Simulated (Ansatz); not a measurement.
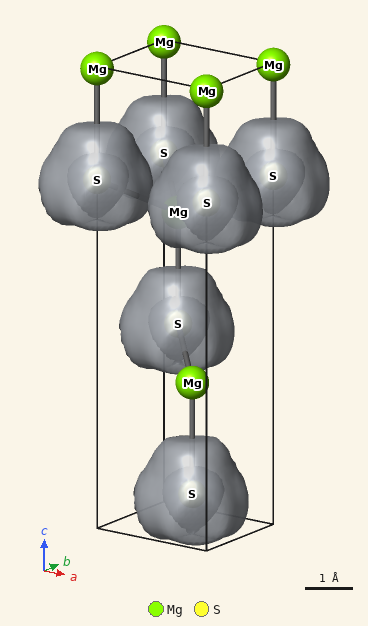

The picture shows: MgS. Isosurface of the electron localisation function at 0.8 (grey), seen slightly off an axis. Only the valence region is drawn (cores and ρ < 0.01 e/Å³ removed). Sticks mark near contacts.

Space group R3m; started from the zincblende prototype, which need not be the ambient phase; changed on purpose from its base cell (epitaxial 111 strain -4.0%); computed pressure about 3 GPa in this cell.

Method: DFT, HSE06, plane waves, PAW in Ansatz.

Question: Describe the localisation domains.

Answer: At this value the surface marks out three regions wrapped around S (the valence shell of each), counted in one cell of 6 atoms. Regions shared between cells count once.

Values along the shortest contacts:
Mg–S (2.41 Å): the ELF peaks at about 0.90 in the valence shell of S, 0.9 Å from its nucleus, and falls to about 0.05 next to Mg (a largely ionic contact).

Question: Metal or insulator at this level of theory?

Answer: It is gapped, with a Kohn–Sham gap of 4.5 eV on the k-point mesh, an upper bound to the gap of this method.
